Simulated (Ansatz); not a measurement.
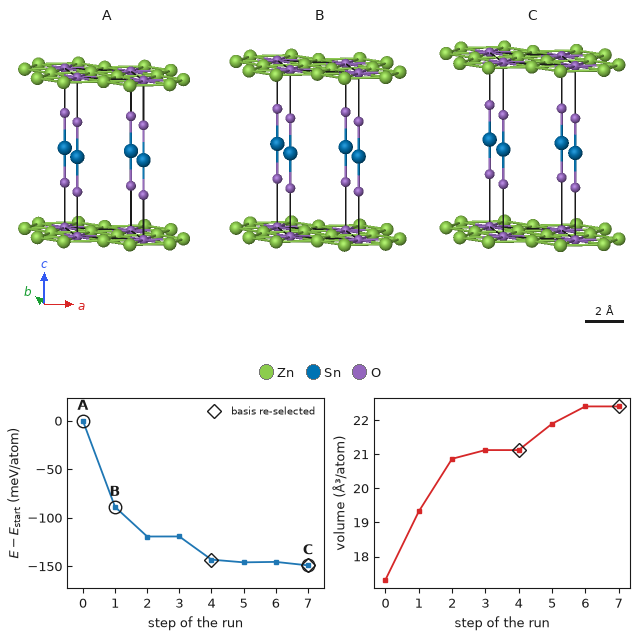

Frames of a relaxation of a crystal of Zn2SnO3 (a generated structure, set up in P6/mmm) (coarse preliminary run), marked on the history of the run. The picture is a ball-and-stick view of the cell of the calculation, seen slightly off an axis.

These are results of Ansatz, DFT PBE, scalar-relativistic, plane waves, PAW, not measurements. (plane-wave cutoff 420 eV; k-point mesh 6 × 6 × 2; occupations gaussian; smearing width 0.1 eV; no spin polarisation; cell and atoms relaxed; force threshold 0.04 eV/Å; at most 70 steps)

Question: Describe the path.

Answer: The largest moves relative to the cell, 0.19 Å, are those of O atoms. Zn and Sn stay in place. The volume changes by +29.4 %, with a = b 3.744 → 4.073 Å (+8.8 %), c 8.556 → 9.358 Å (+9.4 %). Near-neighbour distances that change, for instance: Zn–Zn 2.162 → 2.352 Å, O–Zn 2.162 → 2.352 Å, O–Sn 1.875 → 1.859 Å. The space group stays P6/mmm (No. 191). The energy falls by 149 meV per atom in 5 accepted moves (7 points after the start). Largest force component: 0.049 eV/Å at the start, 0.0086 eV/Å at the end. Pressure: 11.88 GPa at the start and 0.10 GPa at the end. The SCF was repeated twice at an unchanged geometry on a basis and grid sized afresh for the cell, which shifted the energy by 23.9 meV per atom at most. From step 0 to 1: O atoms move most (0.08 Å), volume +11.6 %, energy −88.8 meV per atom. From step 1 to 7: O atoms move most (0.11 Å), volume +16.0 %, energy −60.2 meV per atom.

Limits of the set-up: layers or molecules are held without a dispersion correction, so their spacing is unreliable.
